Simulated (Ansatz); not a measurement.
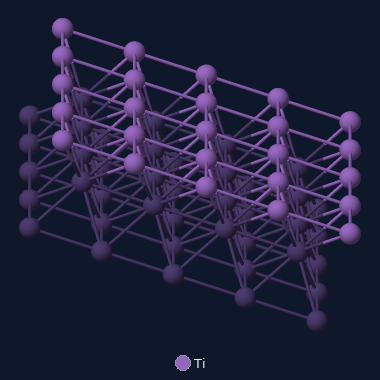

The system is H on a Ti(100) slab cut from the Fm-3m phase, its upper half relaxed before the scan (12 atoms of substrate and one adsorbate in a 2 × 2 cell); the picture shows it without the atoms that are moved over the map. H is moved over the surface cell; relaxed at each place: the height of the adsorbate's atoms; substrate rigid; the origin of the map has the adsorbate above Ti9. Places are given modulo a cell vector. The map is drawn in real space over the plane of the surface. The scan uses a 6 × 6 grid; 10 points were computed and 26 follow by symmetry. Places are given in fractions of the 1 × 1 surface cell. All energies are given in eV relative to the lowest grid point. The relaxed height changes by up to 0.8 Å between neighbouring points. Level of theory: Ansatz, DFT PBE, scalar-relativistic, plane waves, PAW. Settings: cutoff 420 eV, k-mesh 5×5×1, gaussian smearing 0.1 eV, no spin polarisation.

Range: position of H13 along the first surface vector from 0.000 to 0.833; position of H13 along the second surface vector from 0.000 to 0.833.

Question: What landscape does the calculation give?

Answer: The lowest grid point is at a fourfold hollow over a second-layer Ti atom, (3/6, 3/6) of the cell vectors. The highest grid point, the top site over a surface Ti atom, (0/6, 0/6) of the cell vectors, lies 0.90 eV above the lowest. At the lowest point the adsorbate has 4 Ti at 2.07 Å as nearest neighbours, at the highest 1 Ti at 1.81 Å. Its relaxed height above the top atom is 0.24 Å at the lowest and 1.81 Å at the highest point.

| second ↓, first → | 0/6 | 1/6 | 2/6 | 3/6 | 4/6 | 5/6 |
| --- | --- | --- | --- | --- | --- | --- |
| 5/6 | 0.82 | 0.75 | 0.53 | 0.29 | 0.53 | 0.75 |
| 4/6 | 0.58 | 0.53 | 0.36 | 0.18 | 0.36 | 0.53 |
| 3/6 | 0.32 | 0.29 | 0.18 | 0.00 | 0.18 | 0.29 |
| 2/6 | 0.58 | 0.53 | 0.36 | 0.18 | 0.36 | 0.53 |
| 1/6 | 0.82 | 0.75 | 0.53 | 0.29 | 0.53 | 0.75 |
| 0/6 | 0.90 | 0.82 | 0.58 | 0.32 | 0.58 | 0.82 |

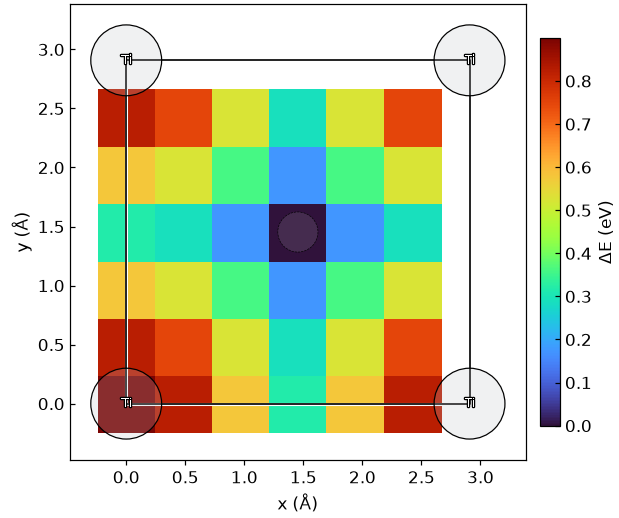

In the figure: one coloured cell a grid point, labelled circles for the atoms of the top layer and small ones for the second layer, the outline of one cell of the plane.

The whole map (10 points run) took 8.6 min on 4 threads of Arm Neoverse V1, with other jobs on the host.

PAW datasets: the set soft_1.
